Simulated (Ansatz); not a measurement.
Cell and atoms:

```
C
1.0
     2.50312    0.00000    0.00000
    -1.25156    2.16777    0.00000
     0.00000    0.00000    4.16875
C
4
Direct
  0.33333 0.66667 0.06274
  0.66667 0.33333 0.56274
  0.33333 0.66667 0.43726
  0.66667 0.33333 0.93726
```

Question: Characterise the structure given above.

Answer: The element is carbon. The structure has P6_3/mmc (No. 194) symmetry and a primitive hexagonal lattice. Its structure type: hexagonal diamond (lonsdaleite type). The cell holds four atoms. The neighbours of C are four C in a tetrahedral arrangement at 1.54 to 1.56 Å. The bonds build a three-dimensional framework.

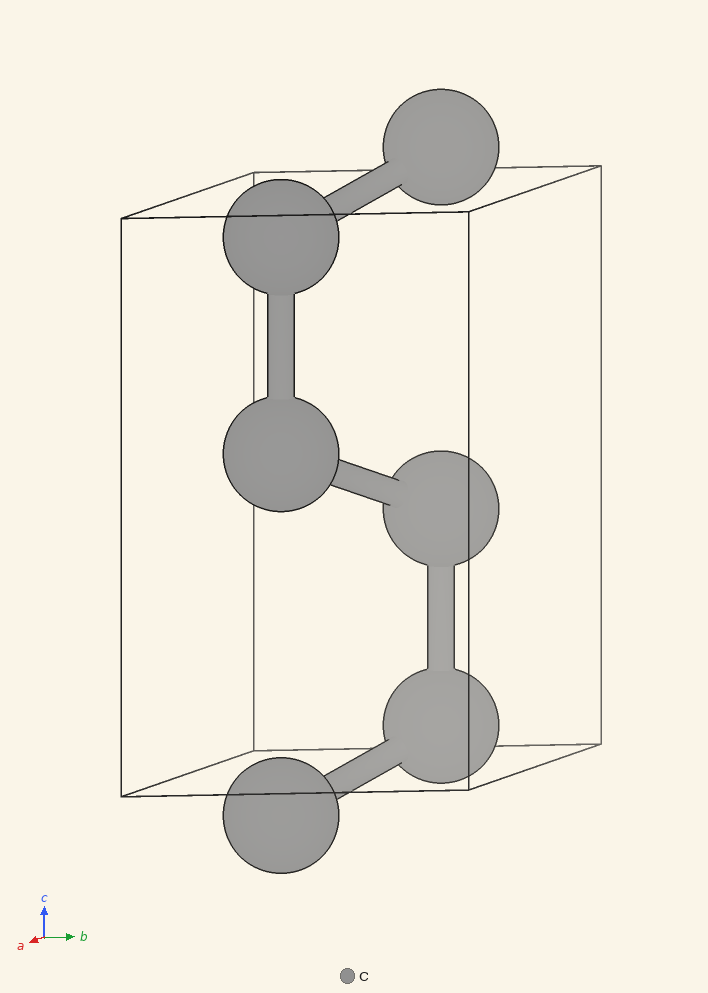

The crystal in a ball-and-stick representation, seen slightly off an axis. The lines enclose the conventional unit cell; boundary atoms appear with their images.

The structure was taken from a structure listed in the Materials Project, with elements exchanged, so it need not be a known form of the compound. The picture shows the end point of a geometry optimisation with Ansatz, DFT r2SCAN, scalar-relativistic, plane waves, PAW.
